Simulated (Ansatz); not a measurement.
**Single-point calculation, with input and output: SnO2 (part 1 of 2)**

SnO2 (P4₂/mnm, 48 atoms in the cell), computed with DFT PBE, scalar-relativistic, plane waves, PAW, no spin polarisation (Ansatz 0.2.0).

The structure derives from an entry of the Crystallography Open Database.

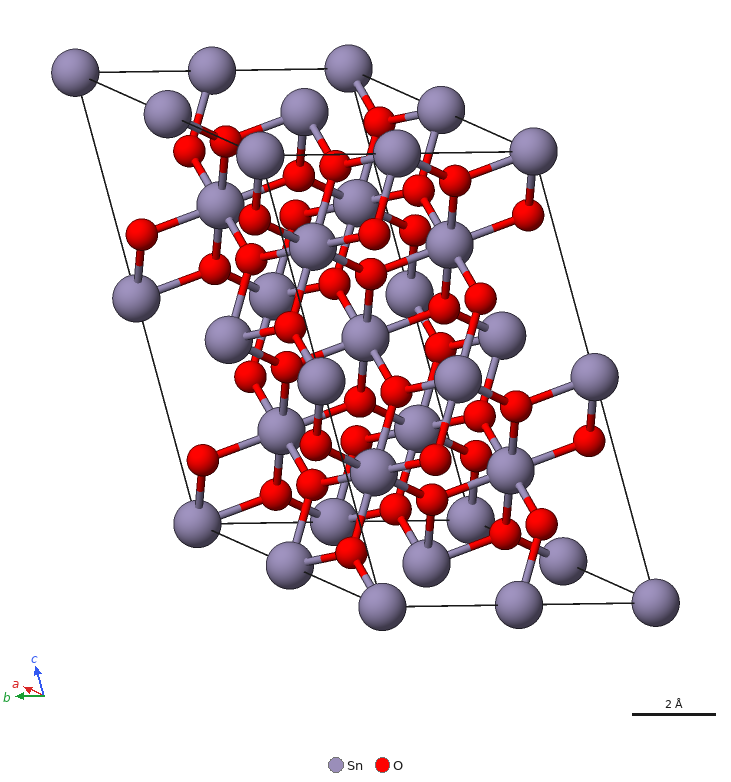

Fig. 1: The structure as given in the input (ball-and-stick view of the cell of the calculation, seen at an oblique angle). An atom can appear more than once, as a periodic image.

**Input file**
```yaml
crystal:
  lattice:
    - [-4.738, -4.738, 3.1865]
    - [-4.738, 4.738, 3.1865]
    - [-9.476, 0.0, -6.373]
  atoms:
    - { symbol: Sn, position: [0.0, 0.0, 0.0] }
    - { symbol: Sn, position: [0.25, 0.25, 0.75] }
    - { symbol: Sn, position: [0.5, 0.5, 0.0] }
    - { symbol: Sn, position: [0.5, 0.5, 0.5] }
    - { symbol: Sn, position: [0.75, 0.75, 0.25] }
    - { symbol: Sn, position: [0.75, 0.75, 0.75] }
    - { symbol: Sn, position: [0.0, 0.0, 0.5] }
    - { symbol: Sn, position: [0.25, 0.25, 0.25] }
    - { symbol: Sn, position: [0.75, 0.25, 0.75] }
    - { symbol: Sn, position: [0.0, 0.5, 0.5] }
    - { symbol: Sn, position: [0.25, 0.75, 0.75] }
    - { symbol: Sn, position: [0.25, 0.75, 0.25] }
    - { symbol: Sn, position: [0.5, 0.0, 0.0] }
    - { symbol: Sn, position: [0.5, 0.0, 0.5] }
    - { symbol: Sn, position: [0.75, 0.25, 0.25] }
    - { symbol: Sn, position: [0.0, 0.5, 0.0] }
    - { symbol: O, position: [0.769675, 0.076775, 0.923225] }
    - { symbol: O, position: [0.019675, 0.326775, 0.673225] }
    - { symbol: O, position: [0.269675, 0.576775, 0.923225] }
    - { symbol: O, position: [0.269675, 0.576775, 0.423225] }
    - { symbol: O, position: [0.519675, 0.826775, 0.173225] }
    - { symbol: O, position: [0.519675, 0.826775, 0.673225] }
    - { symbol: O, position: [0.769675, 0.076775, 0.423225] }
    - { symbol: O, position: [0.019675, 0.326775, 0.173225] }
    - { symbol: O, position: [0.673225, 0.480325, 0.826775] }
    - { symbol: O, position: [0.923225, 0.730325, 0.576775] }
    - { symbol: O, position: [0.173225, 0.980325, 0.826775] }
    - { symbol: O, position: [0.173225, 0.980325, 0.326775] }
    - { symbol: O, position: [0.423225, 0.230325, 0.076775] }
    - { symbol: O, position: [0.423225, 0.230325, 0.576775] }
    - { symbol: O, position: [0.673225, 0.480325, 0.326775] }
    - { symbol: O, position: [0.923225, 0.730325, 0.076775] }
    - { symbol: O, position: [0.480325, 0.173225, 0.826775] }
    - { symbol: O, position: [0.730325, 0.423225, 0.576775] }
    - { symbol: O, position: [0.980325, 0.673225, 0.826775] }
    - { symbol: O, position: [0.980325, 0.673225, 0.326775] }
    - { symbol: O, position: [0.230325, 0.923225, 0.076775] }
    - { symbol: O, position: [0.230325, 0.923225, 0.576775] }
    - { symbol: O, position: [0.480325, 0.173225, 0.326775] }
    - { symbol: O, position: [0.730325, 0.423225, 0.076775] }
    - { symbol: O, position: [0.826775, 0.019675, 0.673225] }
    - { symbol: O, position: [0.076775, 0.269675, 0.423225] }
    - { symbol: O, position: [0.326775, 0.519675, 0.673225] }
    - { symbol: O, position: [0.326775, 0.519675, 0.173225] }
    - { symbol: O, position: [0.576775, 0.769675, 0.923225] }
    - { symbol: O, position: [0.576775, 0.769675, 0.423225] }
    - { symbol: O, position: [0.826775, 0.019675, 0.173225] }
    - { symbol: O, position: [0.076775, 0.269675, 0.923225] }
basis:
  ecutwfc: 420
  fft_grid_basis: typed
kpoints:
  mp_grid: { grid: [2, 2, 1] }
hamiltonian:
  xc: pbe
  pseudopotentials: { kind: paw }
scf:
  occupations: { method: gaussian, width: 0.05 }
output:
  forces: true
  stress: false
  eigenvalues: true
  bader: false
  write_density: true
  volumetric_format: npy
```

Hardware: 4 threads of Arm Neoverse N1, 98 GiB of memory available, shared host.

Run as:
```bash
ansatz run input.yaml --threads 4 --pin off --max-ram 10240MiB --backend cpu --events-out ev --progress --plain --runs-dir out
```

**What the program printed**
```
Engine: ansatz 0.2.0, aarch64-unknown-linux-gnu
Pseudopotentials: kind: paw
Pseudopotential: Sn, paw, valence charge 14, recommended cutoff 420 eV (normal), Sn.paw.azcp
Pseudopotential: O, paw, valence charge 6, recommended cutoff 420 eV (normal), O.paw.azcp
Functional definition: PBE
  parameter kappa = 0.804
  parameter beta = 0.06672455060314922
  exchange = pbe_x(kappa = kappa, mu = beta*pi^2/3)
  correlation = pbe_c(beta = beta)
Crystal: 48 atoms, lattice volume = 572.261 Å³
Basis set: ecut = 420 eV, 11203 PW (Γ), exchange–correlation on 100×100×160 points (8 copies of the dense FFT grid, shifted against one another)
Bands: 256, of which v1, the nominal top of the filled ones, is band 208 counted from 1 (207 counted from 0)
Symmetry: 32 space group operations
Space group: P42/mnm (ITA 136), of the structure as read, at distance tolerance 8.3e-5 Å
k-points: 3 of 4
Non-local potential: Sn, projectors of the file, l = 0: 2, l = 1: 2, l = 2: 2, l = 3: 2
Non-local potential: O, projectors of the file, l = 0: 2, l = 1: 2, l = 2: 1
PAW form: soft (Blöchl's): semilocal exchange-correlation on the pseudo side does not see the compensation charge
PAW one-centre angular grid: Sn, 590 points (default); XC on 64 Gauss nodes
PAW one-centre angular grid: O, 110 points (default); XC on 64 Gauss nodes
Initial density: superposition of atomic densities (neutral atoms: chi_scale 0, normalization atom), corrected by the library's trained network
Initial wavefunctions: pseudopotential atomic-orbital guess
Functional: x = pbe(κ = 0.804, μ = 0.2195149727645171), c = pbe(β = 0.06672455060314922)
SCF iter   1: F=—  HF=-114542.556166 eV  |F-HF|=—  |Δ(HF+E_count)|=         —  Δρ=1.11e-3  dr2=1.84e-3  ethr=1.77e-3  ⟨swp⟩=5.3  Hψ=3069  notcnv=0  defer=58
preconditioner: auto → Resta (q_TF=auto, 2.587 Å⁻¹)  ε∞=3.6  [insulator: Δε(μ)=1.283 eV  Ē_g=19.751 eV  σ=0.050 eV  W_gap=1.00  n_scr=166 (ndim 8)  ℏωp=31.7 eV  f_vac=0.026  D(μ)=0.00/eV (n_scr^D=0)  ε∞_Penn≈3.6]
SCF iter   2: F=—  HF=-114542.568073 eV  |F-HF|=—  |Δ(HF+E_count)|=   1.19e-2  Δρ=6.48e-4  dr2=8.55e-4  ethr=4.42e-7  ⟨swp⟩=3.0  Hψ=1532  notcnv=0  defer=101
SCF iter   3: F=—  HF=-114542.570413 eV  |F-HF|=—  |Δ(HF+E_count)|=   2.34e-3  Δρ=2.51e-4  dr2=2.08e-4  ethr=2.05e-7  ⟨swp⟩=2.0  Hψ=1014  notcnv=0  defer=56
automatic band count: iteration 3 solves 241 bands in place of 256: the levels show a gap, and the empty bands left out lie too high to hold charge; the band table lists the bands solved (type scf.n_extra_bands for more)
SCF iter   4: F=—  HF=-114542.570627 eV  |F-HF|=—  |Δ(HF+E_count)|=   2.14e-4  Δρ=7.73e-5  dr2=3.08e-5  ethr=4.99e-8  ⟨swp⟩=2.0  Hψ=921  notcnv=0  defer=56
SCF iter   5: F=—  HF=-114542.571076 eV  |F-HF|=—  |Δ(HF+E_count)|=   4.49e-4  Δρ=2.12e-5  dr2=2.40e-6  ethr=7.41e-9  ⟨swp⟩=2.3  Hψ=1321  notcnv=0  defer=56
SCF iter   6: F=—  HF=-114542.571076 eV  |F-HF|=—  |Δ(HF+E_count)|=   1.70e-7  Δρ=4.45e-6  dr2=1.14e-7  ethr=5.78e-10  ⟨swp⟩=2.0  Hψ=1014  notcnv=0  defer=56
SCF iter   7: F=-114542.571076 eV  HF=-114542.571076 eV  |F-HF|=1.94e-9  |Δ(HF+E_count)|=   1.87e-8  Δρ=8.57e-7  dr2=3.93e-9  ethr=2.40e-11  ⟨swp⟩=11.0  Hψ=3005  notcnv=0
SCF 1 converged in 7 iterations: F = -114542.571076 eV  dr2 = 3.93e-9
  greatest PAW one-centre occupation: 0.996 electrons in one spin orbital (limit 2), on the Sn atom at site 15 (counted from 0), in its partial waves of l = 2
SCF converged after 7 iterations
Free energy (F): -114542.571076 eV
Harris-Foulkes:  -114542.571076 eV  (|F-HF|=1.94e-9)
Internal energy: -114542.571076 eV  (E = F + TS)
E sigma→0 (E₀):  -114542.571076 eV
Fermi energy:    10.170742 eV
--- Per-component energies (eV) ---
  E_band       = -915.300689
  E_kinetic    = 8682.713768
  E_local      = -22888.199102  (includes V_loc(G=0)·N_el)
  E_nonlocal   = 1079.480200
  E_hartree    = 11929.899563
  E_xc         = -8439.261808
  E_vxc        = -4512.096931  (∫ρ·V_xc dr)
  E_paw        = -71444.469630  (= ΣΔE_a)
  E_vpaw       = -7137.080311  (= ΣTr[D̂ρ^β])
  E_aug_tail   = 0.080167  (compensation charges beyond the density's cutoff)
  E_ewald      = -33462.814233
  E_smearing   = -0.000000  (= −TS)
  E_closure    = -0.000000  (closes the sum)
  Σ components = -114542.571076   (vs F -114542.571076, Δ=0.00e0)
--- Forces (eV/Å), atoms counted from 1 ---
  atom   1  Sn    -0.00000000     0.00000000    -0.00000000
  atom   2  Sn    -0.00000000    -0.00000000    -0.00000000
  atom   3  Sn     0.00000000     0.00000000     0.00000000
  atom   4  Sn    -0.00000000     0.00000000     0.00000000
  atom   5  Sn     0.00000000    -0.00000000     0.00000000
  atom   6  Sn    -0.00000000    -0.00000000     0.00000000
  atom   7  Sn    -0.00000000    -0.00000000    -0.00000000
  atom   8  Sn    -0.00000000    -0.00000000    -0.00000000
  atom   9  Sn    -0.00000000    -0.00000000     0.00000000
  atom  10  Sn    -0.00000000     0.00000000     0.00000000
  atom  11  Sn     0.00000000     0.00000000     0.00000000
  atom  12  Sn     0.00000000     0.00000000     0.00000000
  atom  13  Sn     0.00000000     0.00000000     0.00000000
  atom  14  Sn     0.00000000     0.00000000     0.00000000
  atom  15  Sn    -0.00000000    -0.00000000     0.00000000
  atom  16  Sn    -0.00000000     0.00000000     0.00000000
  atom  17  O     -0.18932132    -0.17782113    -0.00311621
  atom  18  O     -0.18932132    -0.17782113    -0.00311621
  atom  19  O     -0.18932132    -0.17782113    -0.00311621
  atom  20  O     -0.18932132    -0.17782113    -0.00311621
  atom  21  O     -0.18932132    -0.17782113    -0.00311621
  atom  22  O     -0.18932132    -0.17782113    -0.00311621
  atom  23  O     -0.18932132    -0.17782113    -0.00311621
  atom  24  O     -0.18932132    -0.17782113    -0.00311621
  atom  25  O      0.18932132    -0.17782113     0.00311621
  atom  26  O      0.18932132    -0.17782113     0.00311621
  atom  27  O      0.18932132    -0.17782113     0.00311621
  atom  28  O      0.18932132    -0.17782113     0.00311621
  atom  29  O      0.18932132    -0.17782113     0.00311621
  atom  30  O      0.18932132    -0.17782113     0.00311621
  atom  31  O      0.18932132    -0.17782113     0.00311621
  atom  32  O      0.18932132    -0.17782113     0.00311621
  atom  33  O      0.18932132     0.17782113     0.00311621
  atom  34  O      0.18932132     0.17782113     0.00311621
  atom  35  O      0.18932132     0.17782113     0.00311621
  atom  36  O      0.18932132     0.17782113     0.00311621
  atom  37  O      0.18932132     0.17782113     0.00311621
  atom  38  O      0.18932132     0.17782113     0.00311621
  atom  39  O      0.18932132     0.17782113     0.00311621
  atom  40  O      0.18932132     0.17782113     0.00311621
  atom  41  O     -0.18932132     0.17782113    -0.00311621
  atom  42  O     -0.18932132     0.17782113    -0.00311621
  atom  43  O     -0.18932132     0.17782113    -0.00311621
  atom  44  O     -0.18932132     0.17782113    -0.00311621
  atom  45  O     -0.18932132     0.17782113    -0.00311621
  atom  46  O     -0.18932132     0.17782113    -0.00311621
  atom  47  O     -0.18932132     0.17782113    -0.00311621
  atom  48  O     -0.18932132     0.17782113    -0.00311621
  max |Σ_I F_I| component: 1.53e-15 eV/Å
--- Band table (eV) ---
```
